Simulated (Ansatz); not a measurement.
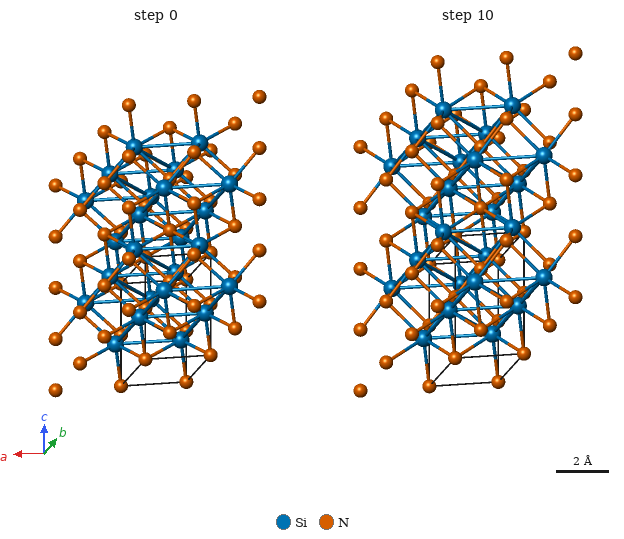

The structure of crystalline SiN (a generated structure, set up in P6_3/mmc) (coarse preliminary run) before (left) and after (right) a relaxation, at one scale.

Style: ball-and-stick. Shown: the cell of the calculation, repeated 2 × 3 × 2 with one cell outlined, from a free direction.

Case: Hf → Si on all its sites, cell and atoms relaxed.

Method: Ansatz, DFT PBEsol, scalar-relativistic, plane waves, PAW. Set-up: plane-wave cutoff 420 eV; k-point mesh 12 × 12 × 4; occupations gaussian; smearing width 0.1 eV; no spin polarisation; cell and atoms relaxed; force threshold 0.05 eV/Å; at most 60 steps.

> Summarise the run.

After 8 accepted moves (10 points after the start) the energy has fallen by 3.537 eV per cell of the calculation. All forces vanish by symmetry, so only the cell relaxes. Pressure: 120.84 GPa at the start and 0.04 GPa at the end. At 2 points the geometry stayed and the basis and grid were re-selected for the new cell (energy shift of 0.149 eV per cell of the calculation at most each time). No atom moves by more than 0.005 Å relative to the cell. Cell: a = b 2.574 → 2.715 Å (+5.5 %), c 4.436 → 5.283 Å (+19.1 %). Volume +32.5 %. Near-neighbour distances that change, for instance: Si–Si 2.670 → 3.072 Å, N–Si 1.854 → 2.050 Å, Si–Si 2.574 → 2.715 Å. Among the angles between lasting bonds that change: Si–N–Si 87.9° → 83.0°, Si–N–Si 92.1° → 97.0°. The space group stays P6_3/mmc (No. 194). Cost: 13 s on 1 thread of Arm Neoverse V2, with other jobs on the host, peak memory 0.31 GiB.
